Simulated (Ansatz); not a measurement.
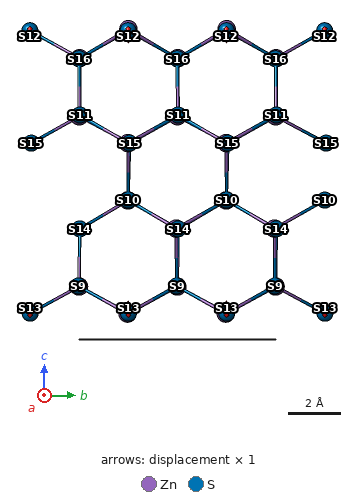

This is a relaxation of a slab of composition Zn$_{8}$S$_{8}$. The starting structure is drawn; red arrows show the displacements, at their true length.

A ball-and-stick model of the 1 × 2 repeat of the cell, outlined in the plane, without the vacuum (origin shifted), seen along the a axis.

Method: DFT, PBEsol, PAW, plane waves in Ansatz. (plane-wave cutoff 420 eV; k-point mesh 4 × 6 × 1; no spin polarisation; atoms relaxed in a fixed cell; force threshold 0.03 eV/Å; at most 80 steps)

### Which element moves most?

Zinc: up to 0.64 Å, against 0.20 Å for sulfur.

### Describe the change and its energy.

A Zn atom moves most relative to the layer's centre: 0.64 Å at 29° to the normal (−c side). By element the largest moves are Zn 0.64 Å, S 0.20 Å. The cell doesn't change. Near-neighbour distances that change, for instance: S–Zn 2.315 → 2.197 Å, S–Zn 2.283 → 2.380 Å, S–Zn 2.239 → 2.313 Å, S–Zn 2.343 → 2.277 Å. Among the angles between lasting bonds that change: Zn–S–Zn 110.7° → 94.4°, Zn–S–Zn 110.3° → 94.5°, Zn–S–Zn 111.6° → 95.8°. The energy falls by 1.228 eV per cell of the calculation in 4 geometry steps. The largest force component goes from 1.4 to 0.013 eV/Å.
